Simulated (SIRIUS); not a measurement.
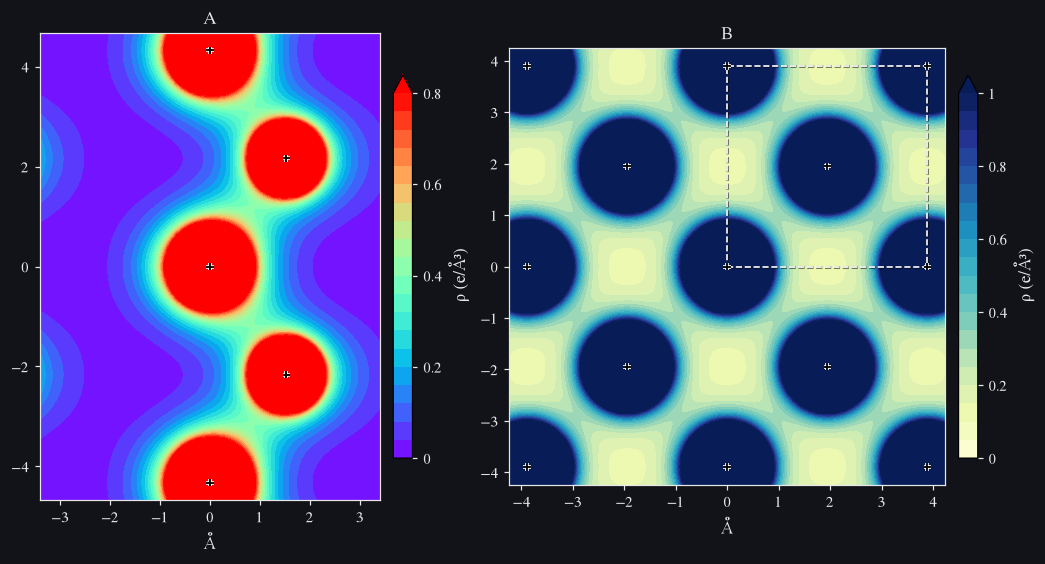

The total electron density of 2 systems, each on a plane through atoms (crosses mark nuclei in the plane).

Level of theory: Kohn-Sham DFT of a periodic cell, PBEsol, all-electron FP-LAPW in SIRIUS 7.12.0.

System 1: Pd, the (010) plane of the conventional cell. Space group Fm-3m.

System 2: GaSb, the (110) plane of the conventional cell. Space group F-43m.

Q: Which map belongs to which system?

A: Panel A is system 2, GaSb: the plane holds Sb and Ga. Ga–Sb (2.65 Å): ρ at the midpoint is about 0.42 e/Å³. Panel B is system 1, Pd: the plane holds Pd. Pd–Pd (2.75 Å): the density is about 0.3 e/Å³ at the midpoint.
